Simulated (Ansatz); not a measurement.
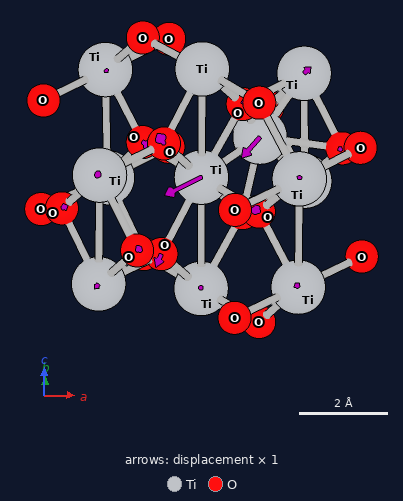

A relaxation of a defect cell of composition Ti25O48. The starting structure is drawn; purple arrows show the displacements, at their true length.

The picture is a ball-and-stick view of the atoms within 4.2 Å of the atom that moves most (axes of the cell of the calculation (origin shifted)), seen from a free direction.

The atoms of the start lie slightly off their symmetric places, so part of the fall in energy undoes that.

All numbers below come from Ansatz 0.2.0, DFT, PBEsol, PAW, plane waves. Settings: plane-wave cutoff 420 eV; k-point mesh 1 × 1 × 1; mesh shifted by (0.25, 0.25, 0.25); collinear spin; atoms relaxed in a fixed cell; force threshold 0.03 eV/Å; at most 80 steps.

Which element moves most?

Answer. Titanium: up to 1.19 Å, against 0.45 Å for oxygen.

Describe the change and its energy.

Answer. After 15 accepted moves (19 points after the start) the energy has fallen by 17.811 eV per cell of the calculation. The largest force component goes from 41 to 0.022 eV/Å. The line search rejected the trial steps at points 10, 12, 15, 17 of the run. The atom that moves furthest is a Ti atom (1.19 Å along [−1 −1 0]). Largest moves by element: Ti 1.19 Å, O 0.45 Å. The cell doesn't change. Among the contacts that change: O–Ti 1.931 → 3.245 Å, O–Ti 1.992 → 3.268 Å, O–Ti 3.489 → 2.229 Å, O–Ti 3.458 → 2.216 Å. New bonds form, among them: O–Ti (2.71 → 2.05 Å), O–Ti (2.76 → 2.07 Å), O–Ti (3.46 → 2.22 Å), O–Ti (3.49 → 2.23 Å). Bonds break, among them: O–Ti (1.93 → 3.24 Å), O–Ti (1.99 → 3.27 Å). Among the angles between lasting bonds that change: Ti–O–Ti 165.4° → 119.3°, Ti–O–Ti 129.5° → 89.3°, Ti–O–Ti 129.4° → 90.9°. The program noted that the starting moments weren't kept.
